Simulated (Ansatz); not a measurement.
## Electronic structure of Ga2O3 in real space

```
Ga O
1.0
     5.05745    0.00000    0.00000
     2.52872    4.37988    0.00000
     2.52872    1.45996    4.54104
Ga O
4 6
Direct
  0.64382 0.63142 0.06761
  0.87037 0.84582 0.43239
  0.35618 0.36858 0.93239
  0.12963 0.15418 0.56761
  0.05706 0.75175 0.73621
  0.43051 0.06495 0.75519
  0.74891 0.45498 0.75860
  0.94294 0.24825 0.26379
  0.56949 0.93505 0.24481
  0.25109 0.54502 0.24140
```

Space group P-1; not relaxed (largest force 1.3 eV/Å).

The calculation used DFT PBE, scalar-relativistic, plane waves, PAW in Ansatz 0.2.0.

The density is the valence pseudo-density of a PAW calculation; it isn't the true density close to the nuclei.

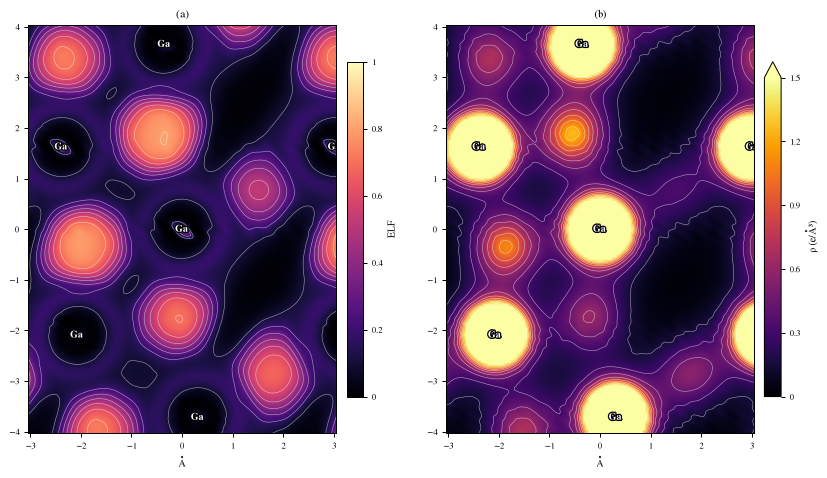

Figure 1. (a) electron localisation function; (b) valence electron density on the (11̄0) plane of the conventional cell.

Interpret the plot.

Answer.
- Atoms in the plane: Ga.
- Atoms just off the plane (O, 0.7 Å away) can leave unmarked features too.
- Between the atoms the lowest density in this plane is 0.03 e/Å³.

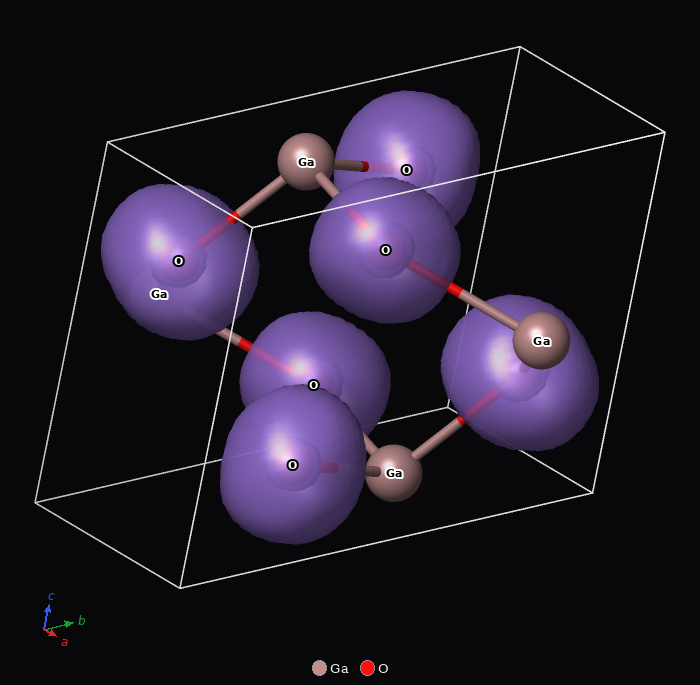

Figure 2. Isosurface of the electron localisation function at 0.65 (purple), seen slightly off an axis. Only the valence region is drawn (cores and ρ < 0.01 e/Å³ removed). Sticks mark near contacts.

Identify the bonds, lone pairs and shells in this picture.

Answer. The surface consists of six regions wrapped around O (the valence shell of each), counted in one cell of 10 atoms. Any copies at cell faces, edges or corners count once. Profiles from the grid: Ga–O (1.94 Å): the ELF peaks at about 0.85 in the valence shell of O, 0.6 Å from its nucleus, and is about 0.35 at the midpoint. Ga–O (1.99 Å): the ELF peaks at about 0.85 in the valence shell of O, 0.6 Å from its nucleus, and is about 0.30 at the midpoint.

Does the calculation give a band gap?

Answer. It is gapped, with a Kohn–Sham gap of 2.2 eV on the k-point mesh (the band edges may lie off the mesh, which would make the gap smaller).
